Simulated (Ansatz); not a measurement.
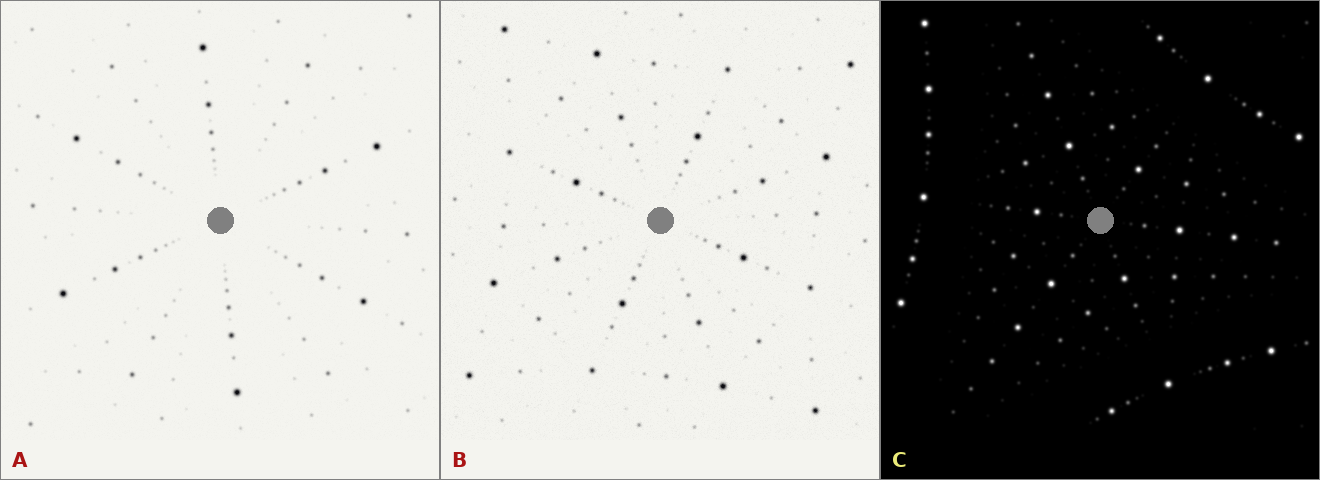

Simulated back-reflection Laue patterns (white X-rays, 0.45 to 2.2 Å, flat plate covering ±45° about the beam, kinematic intensities, seen from the source). Crystal: Sc, space group Im-3m (No. 229), a = 3.696 Å. Structure: the end point of a relaxation with Ansatz 0.2.0, DFT, BLYP, plane waves (420 eV) with PAW, scalar-relativistic; the starting structure was generated, so it need not be a known form of this composition.

> The directions [001], [110], [111] point towards the source, in some order. Which is which?

A: [110], symmetry 2mm (a twofold axis with two mirror lines). B: [001], symmetry 4mm (a fourfold axis with mirror lines). C: [111], symmetry 3m (a threefold axis with three mirror lines). The Laue class is m-3m.
